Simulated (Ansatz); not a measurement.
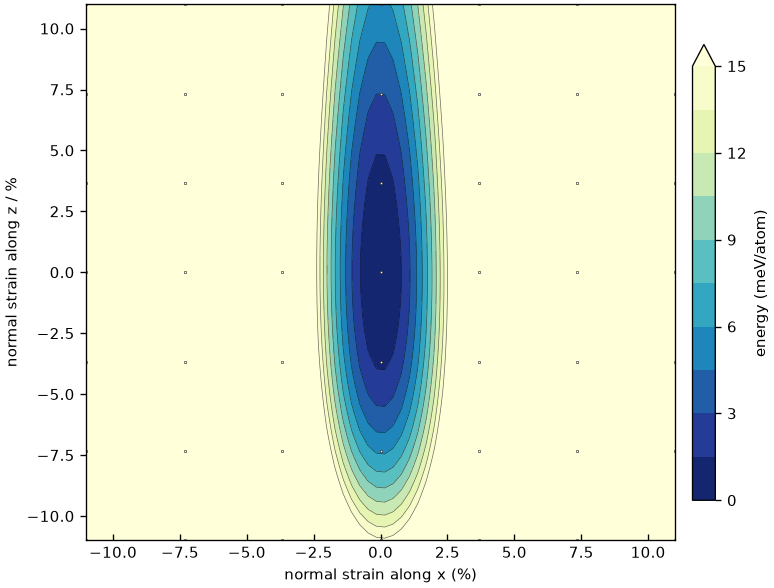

BN (P6_3/mmc, No. 194; 4 atoms in the cell). The energy is mapped over two homogeneous strains (x along [1 0 0], y along [1 2 0], z along [0 0 1] of the conventional cell). Coordinates scanned: (1) normal strain along x; (2) normal strain along z. Relaxed at each point: the atoms inside the fixed cell. Grid: 7 × 7 points. Points are written as (first, second). All energies are given in meV/atom relative to the lowest grid point. Theory: DFT LDA, scalar-relativistic, plane waves, PAW (Ansatz 0.2.0). Settings: cutoff 520 eV, k-mesh 12×12×4 in the order of the run's cell vectors, gaussian smearing 0.05 eV, no spin polarisation.

The picture shows filled contours, dots at the grid points, one colour for all values above the top of the scale. Between grid points the surface is interpolated.

### Where is the minimum, and how stiff is the crystal against these two strains (in GPa)?

The interpolated minimum is at 0.0 % and 0.0 %. Divided by the cell volume of 34.8 Å³, the second derivatives of the energy there are about 920 GPa along the first strain and 28 GPa along the second, with a cross term of about 0 GPa (relaxed ions). Round the minimum the two coordinates are nearly uncoupled.

PAW datasets: the set soft_1.
